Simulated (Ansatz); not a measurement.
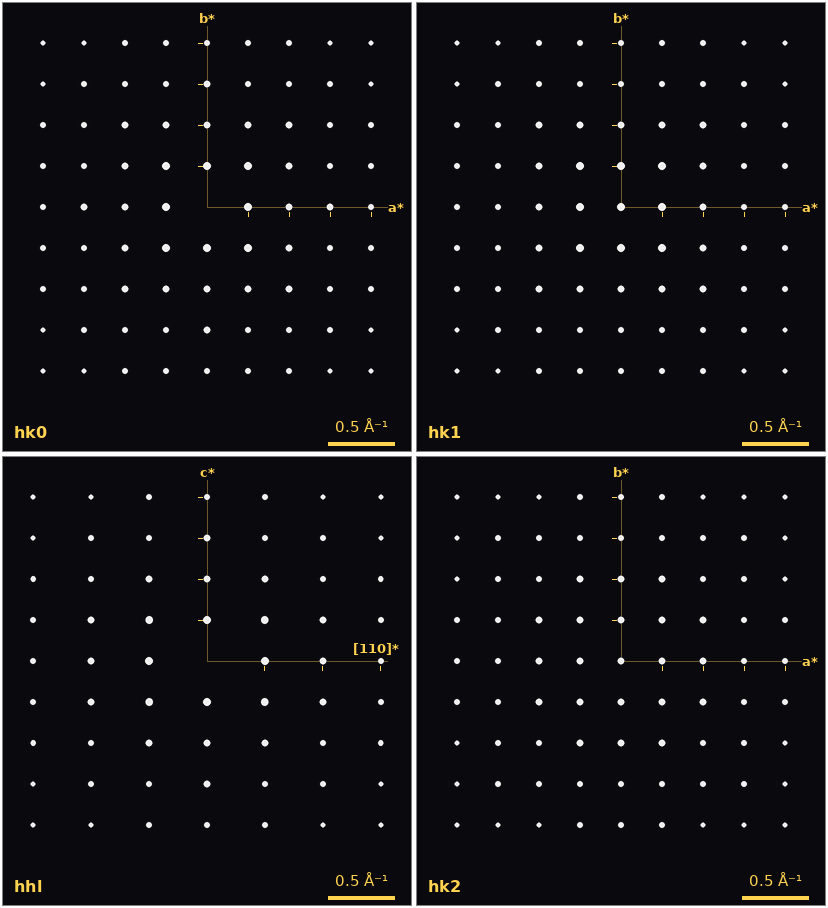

Four undistorted layers of reciprocal space, calculated for a single crystal (X-rays, kinematic |F|², B = 0.5 Å²). Tick marks count the reciprocal lattice steps of the conventional cell along each axis.

What cell do the layers give?

Answer. a* = 0.313, b* = 0.313, c* = 0.313 Å⁻¹; the cell is cubic with a = 3.20 Å.

Which reflection conditions do the layers show?

Answer. Reflections are present only under these conditions. hkl: no condition; hk0: no condition; hhl: no condition; h00: no condition. The lattice is primitive (P).

Which space groups fit?

Answer. The intensities have Laue symmetry m-3m (the hk0 layer shows 4mm, hk1 shows 4mm). With these conditions the candidates are P432 (No. 207), P-43m (No. 215), Pm-3m (No. 221). Diffraction geometry alone does not choose among them; the structure has Pm-3m. The compound is Bi. Structure: the geometry relaxed with DFT, LDA (PW92), plane waves (420 eV) with PAW, scalar-relativistic (Ansatz 0.2.0); the starting structure was generated, so it need not be a known form of this composition.
